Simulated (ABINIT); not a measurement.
**MoS₂: band-structure run (part 2 of 4)**

The same run, continued: MoS₂ (R3m, 3 atoms in the cell); Kohn-Sham DFT of a periodic cell, PBE, spin-orbit coupling, JTH PAW PBE v2.0, no spin polarisation (ABINIT 10.8.3); cutoff 544.23 eV, 6×6×6 k-mesh, fermi-dirac of 0.05 eV. The structure derives from an entry of the Crystallography Open Database.

Geometry of the input (Å; fractional positions):
```
1.5800  0.9122  6.1500
-1.5800  0.9122  6.1500
0.0000  -1.8244  6.1500
Mo 0.0000  0.0000  0.0000
S  0.4170  0.4170  0.4170
S  0.2500  0.2500  0.2500
```

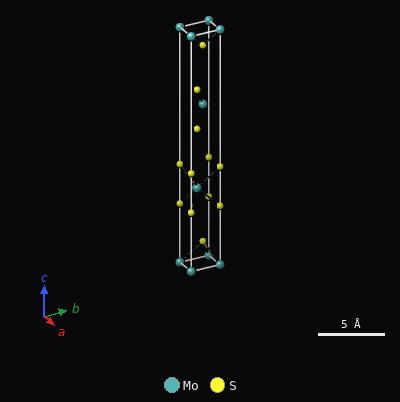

**Figure 1.** The structure as given in the input (ball-and-stick view of the cell 3 times as large as that of the calculation, set on its symmetry axes, seen slightly off an axis). An atom can appear more than once, as a periodic image.

**The program's output, continued**
```
 cartesian forces (eV/Angstrom) at end:
    1     -0.00000000000000     0.00000000000000     0.08714774771307
    2      0.00000000000000    -0.00000000000000     0.44645541901410
    3      0.00000000000000     0.00000000000000    -0.53360316672717
 frms,max,avg= 2.3372574E-01 5.3360317E-01   0.000E+00  0.000E+00 -6.467E-04 e/A
 length scales=  1.889726125908  1.889726125908  1.889726125908 bohr
              =  1.000000000000  1.000000000000  1.000000000000 angstroms
 Fermi (or HOMO) energy (hartree) =   0.32731   Average Vxc (hartree)=  -0.39617
 Eigenvalues (hartree) for nkpt=  76  k points:
 kpt#   1, nband= 34, wtk=  0.00463, kpt=  0.0000  0.0000  0.0000 (reduced coord)
  -1.95068   -1.95068   -1.05588   -1.05588   -0.96918   -0.96918   -0.96306   -0.96306
  -0.24377   -0.24377   -0.18032   -0.18032    0.05504    0.05504    0.18392    0.18392
   0.18622    0.18622    0.22523    0.22523    0.22835    0.22835    0.26592    0.26592
   0.26970    0.26970    0.38546    0.38546    0.38848    0.38848    0.40245    0.40245
   0.40247    0.40247
      occupation numbers for kpt#   1
   1.00000    1.00000    1.00000    1.00000    1.00000    1.00000    1.00000    1.00000
   1.00000    1.00000    1.00000    1.00000    1.00000    1.00000    1.00000    1.00000
   1.00000    1.00000    1.00000    1.00000    1.00000    1.00000    1.00000    1.00000
   1.00000    1.00000    0.00000    0.00000    0.00000    0.00000    0.00000    0.00000
   0.00000    0.00000
 prteigrs : prtvol=0 or 1, do not print more k-points.

--- !EnergyTerms
iteration_state     : {dtset: 1, }
comment             : Components of total free energy in Hartree
kinetic             :  1.86736295023318E+01
hartree             :  2.89520596957513E+01
xc                  : -1.13043574560362E+01
Ewald energy        : -5.94751984563713E+01
psp_core            :  2.47587188480108E+00
local_psp           : -8.16088946132337E+01
PAW spherical_terms :  1.26946616555781E+01
internal            : -8.95922277871789E+01
'-kT*entropy'       : -1.51611143712210E-07
total_energy        : -8.95922279387901E+01
total_energy_eV     : -2.43792871908039E+03
...

--- !EnergyTermsDC
iteration_state     : {dtset: 1, }
comment             : '"Double-counting" decomposition of free energy'
band_energy         : -8.14194142958702E+00
Ewald energy        : -5.94751984563713E+01
psp_core            :  2.47587188480108E+00
xc_dc               : -2.75598322209845E+01
PAW spherical_terms :  3.10887114792908E+00
internal            : -8.95922290742126E+01
'-kT*entropy'       : -1.51611143712210E-07
total_energy_dc     : -8.95922292258238E+01
total_energy_dc_eV  : -2.43792875410236E+03
...

--- !EnergyTermsWithPAWCore
iteration_state     : {dtset: 1, }
comment             : 'Components of total free energy, including PAW core contributions'
Total energy        : -4.84751254973033E+03
Total energy DC     : -4.84751255101736E+03
Total energy (eV)   : -1.31907536322952E+05
Total energy DC (eV): -1.31907536357974E+05
...

 Cartesian components of stress tensor (hartree/bohr^3)
  sigma(1 1)= -1.56033307E-04  sigma(3 2)=  0.00000000E+00
  sigma(2 2)= -1.56033307E-04  sigma(3 1)=  0.00000000E+00
  sigma(3 3)= -2.35712472E-04  sigma(2 1)=  0.00000000E+00

-Cartesian components of stress tensor (GPa)         [Pressure=  5.3721E+00 GPa]
- sigma(1 1)= -4.59065840E+00  sigma(3 2)=  0.00000000E+00
- sigma(2 2)= -4.59065839E+00  sigma(3 1)=  0.00000000E+00
- sigma(3 3)= -6.93490035E+00  sigma(2 1)=  0.00000000E+00

================================================================================
== DATASET  2 ==================================================================

--- !DatasetInfo
iteration_state: {dtset: 2, }
dimensions: {natom: 3, nkpt: 22, mband: 46, nsppol: 1, nspinor: 2, nspden: 1, mpw: 1554, }
cutoff_energies: {ecut:  20.0, pawecutdg:  40.0, }
electrons: {nelect:   2.60000000E+01, charge:   0.00000000E+00, occopt:   3.00000000E+00, tsmear:   1.83746611E-03, }
meta: {optdriver: 0, ionmov: 0, optcell: 0, iscf: -2, paral_kgb: 0, }
...

 mkfilename : getden/=0, take file _DEN from output of DATASET   1.

 Exchange-correlation functional for the present dataset will be:
  GGA: Perdew-Burke-Ernzerhof functional - ixc=11
  J.P.Perdew, K.Burke, M.Ernzerhof, PRL 77, 3865 (1996)

 Real(R)+Recip(G) space primitive vectors, cartesian coordinates (Bohr,Bohr^-1):
 R(1)=  2.9857673  1.7238335 11.6218157  G(1)=  0.1674611  0.0966837  0.0286817
 R(2)= -2.9857673  1.7238335 11.6218157  G(2)= -0.1674611  0.0966837  0.0286817
 R(3)=  0.0000000 -3.4476671 11.6218157  G(3)=  0.0000000 -0.1933675  0.0286817
 Unit cell volume ucvol=  3.5890253E+02 bohr^3
 Angles (23,13,12)=  2.85174998E+01  2.85174998E+01  2.85174998E+01 degrees

 Coarse grid specifications (used for wave-functions):

 getcut: wavevector=  0.0000  0.0000  0.0000  ngfft=  50  50  50
         ecut(hartree)=     20.000   => boxcut(ratio)=   2.04882

 Fine grid specifications (used for densities):

 getcut: wavevector=  0.0000  0.0000  0.0000  ngfft=  72  72  72
         ecut(hartree)=     40.000   => boxcut(ratio)=   2.08681
--------------------------------------------------------------------------------

================================================================================
 Non-SCF case, kpt    1 (  0.00000  0.00000  0.00000), residuals and eigenvalues=
  4.03E-12  7.06E-12  2.47E-12  5.59E-12  4.18E-12  7.44E-12  1.78E-12  3.84E-12
  3.75E-12  5.03E-12  3.83E-12  5.52E-12  4.17E-12  6.42E-12  5.84E-12  9.61E-12
  1.81E-12  5.23E-12  5.23E-12  8.27E-12  6.45E-12  8.91E-12  1.89E-12  2.99E-12
  1.97E-12  5.83E-12  3.77E-12  6.17E-12  4.89E-12  7.04E-12  7.42E-12  8.03E-12
  3.09E-12  8.96E-12  8.54E-12  8.63E-12  5.21E-12  6.80E-12  9.39E-12  2.48E-11
  5.18E-08  8.91E-08  5.32E-08  2.10E-07  2.51E-06  3.41E-06
 -1.9507E+00 -1.9507E+00 -1.0559E+00 -1.0559E+00 -9.6918E-01 -9.6918E-01
 -9.6306E-01 -9.6306E-01 -2.4377E-01 -2.4377E-01 -1.8032E-01 -1.8032E-01
  5.5039E-02  5.5039E-02  1.8392E-01  1.8392E-01  1.8622E-01  1.8622E-01
  2.2523E-01  2.2523E-01  2.2835E-01  2.2835E-01  2.6592E-01  2.6592E-01
  2.6970E-01  2.6970E-01  3.8546E-01  3.8546E-01  3.8848E-01  3.8848E-01
  4.0245E-01  4.0245E-01  4.0247E-01  4.0247E-01  5.1428E-01  5.1428E-01
  6.0916E-01  6.0916E-01  6.2438E-01  6.2438E-01  6.8215E-01  6.8215E-01
  6.8537E-01  6.8537E-01  7.4917E-01  7.4959E-01
 Non-SCF case, kpt    2 (  0.03846  0.00000  0.00000), residuals and eigenvalues=
  9.40E-12  5.21E-12  2.92E-12  4.68E-12  7.09E-12  9.97E-12  2.76E-12  7.23E-12
  1.83E-12  4.13E-12  1.62E-12  8.85E-12  7.60E-12  2.17E-12  6.86E-12  1.98E-12
  9.79E-12  2.04E-12  2.17E-12  3.56E-12  5.12E-12  2.09E-12  2.26E-12  3.08E-12
  3.69E-12  6.13E-12  4.79E-12  4.71E-12  3.53E-12  5.68E-12  5.95E-12  9.50E-12
  2.70E-12  8.16E-12  9.72E-12  9.29E-12  8.11E-12  7.03E-12  3.40E-11  3.95E-11
  3.37E-07  5.06E-08  5.06E-07  6.04E-07  9.57E-06  6.95E-05
 -1.9507E+00 -1.9507E+00 -1.0559E+00 -1.0559E+00 -9.6921E-01 -9.6920E-01
 -9.6321E-01 -9.6321E-01 -2.4291E-01 -2.4290E-01 -1.8006E-01 -1.8006E-01
  5.6047E-02  5.6048E-02  1.8276E-01  1.8277E-01  1.8637E-01  1.8637E-01
  2.2241E-01  2.2247E-01  2.2613E-01  2.2613E-01  2.6605E-01  2.6643E-01
  2.7111E-01  2.7145E-01  3.8533E-01  3.8546E-01  3.8910E-01  3.8915E-01
  3.9929E-01  3.9953E-01  4.0149E-01  4.0165E-01  5.1850E-01  5.1851E-01
  6.1298E-01  6.1309E-01  6.2495E-01  6.2497E-01  6.8215E-01  6.8244E-01
  6.8696E-01  6.8700E-01  7.4225E-01  7.4819E-01
 Non-SCF case, kpt    3 (  0.07692  0.00000  0.00000), residuals and eigenvalues=
  4.79E-12  3.53E-12  5.94E-12  3.00E-12  2.38E-12  8.36E-12  9.57E-12  4.75E-12
  5.30E-12  7.69E-12  5.71E-12  4.47E-12  6.54E-12  3.90E-12  2.49E-12  8.28E-12
  2.34E-12  9.69E-12  2.48E-12  8.34E-12  1.90E-12  3.54E-12  3.60E-12  3.95E-12
  4.46E-12  2.77E-12  9.95E-12  7.22E-12  9.18E-12  9.89E-12  6.45E-12  2.56E-12
  3.47E-12  3.84E-12  7.99E-12  8.09E-12  6.20E-12  5.89E-12  2.36E-11  3.84E-11
  1.39E-07  1.28E-07  3.90E-06  1.11E-05  4.51E-05  1.23E-04
 -1.9506E+00 -1.9506E+00 -1.0561E+00 -1.0561E+00 -9.6929E-01 -9.6928E-01
 -9.6364E-01 -9.6364E-01 -2.4035E-01 -2.4035E-01 -1.7929E-01 -1.7929E-01
  5.8997E-02  5.8998E-02  1.7771E-01  1.7772E-01  1.8871E-01  1.8871E-01
  2.1406E-01  2.1415E-01  2.2165E-01  2.2166E-01  2.6621E-01  2.6661E-01
  2.7416E-01  2.7448E-01  3.8390E-01  3.8448E-01  3.9065E-01  3.9116E-01
  3.9282E-01  3.9354E-01  3.9885E-01  3.9947E-01  5.3017E-01  5.3017E-01
  6.2241E-01  6.2271E-01  6.2711E-01  6.2718E-01  6.8038E-01  6.8091E-01
  6.9395E-01  6.9399E-01  7.2543E-01  7.2578E-01
 Non-SCF case, kpt    4 (  0.11538  0.00000  0.00000), residuals and eigenvalues=
  6.17E-12  4.06E-12  6.67E-12  8.22E-12  6.53E-12  2.74E-12  5.73E-12  9.65E-12
  1.97E-12  3.50E-12  5.75E-12  4.96E-12  1.86E-12  8.27E-12  1.66E-12  2.06E-12
  1.83E-12  3.38E-12  2.33E-12  2.87E-12  2.76E-12  7.89E-12  3.35E-12  8.21E-12
  3.20E-12  5.97E-12  3.97E-12  8.88E-12  9.27E-12  4.32E-12  7.85E-12  9.23E-12
  7.88E-12  2.03E-12  8.79E-12  4.08E-12  5.70E-12  8.66E-12  9.25E-11  6.70E-11
  6.21E-08  1.22E-08  5.29E-07  1.84E-06  5.06E-07  1.73E-07
 -1.9505E+00 -1.9505E+00 -1.0564E+00 -1.0564E+00 -9.6943E-01 -9.6942E-01
 -9.6430E-01 -9.6430E-01 -2.3619E-01 -2.3618E-01 -1.7804E-01 -1.7803E-01
  6.3636E-02  6.3645E-02  1.6983E-01  1.6985E-01  1.9288E-01  1.9288E-01
  2.0284E-01  2.0298E-01  2.1561E-01  2.1561E-01  2.6570E-01  2.6607E-01
  2.7534E-01  2.7555E-01  3.7962E-01  3.8016E-01  3.8475E-01  3.8540E-01
  3.9360E-01  3.9451E-01  3.9958E-01  4.0050E-01  5.4691E-01  5.4693E-01
  6.2556E-01  6.2570E-01  6.3853E-01  6.3885E-01  6.7775E-01  6.7857E-01
  7.0552E-01  7.0552E-01  7.0758E-01  7.0808E-01
 Non-SCF case, kpt    5 (  0.15385  0.00000  0.00000), residuals and eigenvalues=
  4.69E-12  8.61E-12  2.22E-12  6.00E-12  6.77E-12  5.36E-12  9.14E-12  5.80E-12
  4.11E-12  5.59E-12  6.14E-12  8.30E-12  1.46E-12  8.04E-12  2.38E-12  9.70E-12
  6.13E-12  2.56E-12  3.50E-12  9.03E-12  4.56E-12  7.88E-12  2.93E-12  2.09E-12
  5.33E-12  7.75E-12  6.16E-12  4.88E-12  6.00E-12  3.24E-12  6.38E-12  4.76E-12
  2.61E-12  3.33E-12  9.47E-12  7.79E-12  6.26E-12  9.31E-12  5.04E-11  1.65E-10
  1.41E-08  1.51E-08  3.06E-07  1.18E-07  8.59E-06  1.65E-04
 -1.9503E+00 -1.9503E+00 -1.0568E+00 -1.0568E+00 -9.6968E-01 -9.6966E-01
 -9.6511E-01 -9.6510E-01 -2.3055E-01 -2.3054E-01 -1.7633E-01 -1.7633E-01
  6.9488E-02  6.9511E-02  1.6044E-01  1.6049E-01  1.9031E-01  1.9050E-01
  1.9864E-01  1.9866E-01  2.0848E-01  2.0850E-01  2.6389E-01  2.6422E-01
  2.7294E-01  2.7300E-01  3.6971E-01  3.6992E-01  3.8772E-01  3.8773E-01
  3.8974E-01  3.9014E-01  4.0676E-01  4.0715E-01  5.6525E-01  5.6528E-01
  6.2643E-01  6.2662E-01  6.4720E-01  6.4772E-01  6.7493E-01  6.7617E-01
  6.9654E-01  6.9675E-01  7.2078E-01  7.2110E-01
 Non-SCF case, kpt    6 (  0.19231  0.00000  0.00000), residuals and eigenvalues=
  9.75E-12  3.93E-12  9.94E-12  4.64E-12  5.76E-12  1.82E-12  1.88E-12  4.98E-12
  4.51E-12  7.02E-12  4.75E-12  8.86E-12  5.70E-12  1.77E-12  5.68E-12  2.75E-12
  2.40E-12  2.76E-12  3.62E-12  1.99E-12  3.50E-12  3.54E-12  2.74E-12  7.67E-12
  3.89E-12  3.78E-12  6.73E-12  9.36E-12  6.73E-12  6.66E-12  5.39E-12  7.20E-12
  8.33E-12  4.04E-12  8.01E-12  7.40E-12  7.33E-12  8.04E-12  1.38E-11  5.69E-11
  4.58E-09  8.79E-09  3.33E-07  8.04E-07  9.12E-05  1.14E-03
 -1.9502E+00 -1.9502E+00 -1.0572E+00 -1.0572E+00 -9.7007E-01 -9.7006E-01
 -9.6593E-01 -9.6592E-01 -2.2364E-01 -2.2361E-01 -1.7425E-01 -1.7423E-01
  7.5734E-02  7.5778E-02  1.5080E-01  1.5091E-01  1.7753E-01  1.7781E-01
  2.0050E-01  2.0053E-01  2.0579E-01  2.0582E-01  2.6016E-01  2.6046E-01
  2.6725E-01  2.6732E-01  3.6184E-01  3.6226E-01  3.8438E-01  3.8458E-01
  3.9470E-01  3.9472E-01  4.1424E-01  4.1450E-01  5.7929E-01  5.7929E-01
  6.2825E-01  6.2899E-01  6.4457E-01  6.4494E-01  6.6944E-01  6.7018E-01
  6.9910E-01  6.9927E-01  7.3817E-01  7.4282E-01
 Non-SCF case, kpt    7 (  0.23077  0.00000  0.00000), residuals and eigenvalues=
  4.99E-12  8.30E-12  6.99E-12  9.21E-12  5.90E-12  2.71E-12  7.51E-12  7.87E-12
  5.33E-12  1.68E-12  9.95E-12  5.78E-12  6.17E-12  7.59E-12  5.11E-12  1.85E-12
  3.46E-12  5.08E-12  2.34E-12  6.68E-12  4.59E-12  3.20E-12  2.60E-12  8.33E-12
  5.54E-12  3.41E-12  4.87E-12  7.21E-12  5.68E-12  2.99E-12  5.76E-12  4.46E-12
  2.54E-12  3.40E-12  5.87E-12  6.82E-12  5.38E-12  5.43E-12  1.79E-10  3.29E-10
  2.76E-09  3.76E-09  1.48E-06  3.19E-06  9.16E-05  1.42E-04
 -1.9500E+00 -1.9500E+00 -1.0577E+00 -1.0577E+00 -9.7068E-01 -9.7066E-01
 -9.6663E-01 -9.6662E-01 -2.1570E-01 -2.1566E-01 -1.7187E-01 -1.7184E-01
  8.1073E-02  8.1133E-02  1.4213E-01  1.4239E-01  1.6481E-01  1.6527E-01
  1.9301E-01  1.9301E-01  2.1336E-01  2.1337E-01  2.5437E-01  2.5473E-01
  2.5999E-01  2.6002E-01  3.5801E-01  3.5852E-01  3.7974E-01  3.7989E-01
  4.0322E-01  4.0327E-01  4.2122E-01  4.2142E-01  5.8369E-01  5.8383E-01
  6.2057E-01  6.2163E-01  6.4528E-01  6.4645E-01  6.6358E-01  6.6408E-01
  7.0461E-01  7.0464E-01  7.5370E-01  7.5821E-01
 Non-SCF case, kpt    8 (  0.26923  0.00000  0.00000), residuals and eigenvalues=
  9.14E-12  8.05E-12  2.50E-12  2.59E-12  6.22E-12  7.02E-12  8.54E-12  6.58E-12
  5.58E-12  3.66E-12  3.57E-12  4.01E-12  4.35E-12  5.27E-12  3.40E-12  2.25E-12
  2.89E-12  7.21E-12  6.69E-12  6.16E-12  2.74E-12  2.13E-12  2.06E-12  3.60E-12
  9.93E-12  9.89E-12  5.27E-12  9.41E-12  6.95E-12  4.60E-12  4.97E-12  3.73E-12
  2.98E-12  6.78E-12  7.32E-12  7.51E-12  6.99E-12  9.26E-12  6.17E-11  1.15E-10
  4.52E-08  6.09E-08  1.37E-06  4.72E-07  6.17E-05  1.07E-04
 -1.9498E+00 -1.9498E+00 -1.0583E+00 -1.0582E+00 -9.7149E-01 -9.7148E-01
 -9.6713E-01 -9.6713E-01 -2.0707E-01 -2.0701E-01 -1.6931E-01 -1.6925E-01
  8.3821E-02  8.3868E-02  1.3540E-01  1.3604E-01  1.5276E-01  1.5356E-01
  1.8581E-01  1.8582E-01  2.2139E-01  2.2141E-01  2.4722E-01  2.4763E-01
  2.5323E-01  2.5331E-01  3.5827E-01  3.5879E-01  3.7580E-01  3.7590E-01
  4.1243E-01  4.1248E-01  4.2724E-01  4.2740E-01  5.8090E-01  5.8123E-01
  6.0715E-01  6.0811E-01  6.2968E-01  6.2991E-01  6.7825E-01  6.7884E-01
  7.0657E-01  7.0729E-01  7.6178E-01  7.6273E-01
 Non-SCF case, kpt    9 (  0.30769  0.00000  0.00000), residuals and eigenvalues=
  6.18E-12  9.96E-12  2.88E-12  3.08E-12  2.07E-12  6.48E-12  6.48E-12  3.84E-12
  4.34E-12  3.94E-12  7.78E-12  4.05E-12  8.45E-12  8.31E-12  9.23E-12  9.79E-12
  3.93E-12  2.62E-12  7.51E-12  5.57E-12  8.85E-12  1.78E-12  2.65E-12  5.40E-12
  2.86E-12  3.25E-12  5.21E-12  6.63E-12  5.90E-12  4.86E-12  4.06E-12  9.61E-12
  6.93E-12  7.94E-12  5.14E-12  8.27E-12  6.37E-12  5.44E-12  4.97E-12  5.69E-12
```
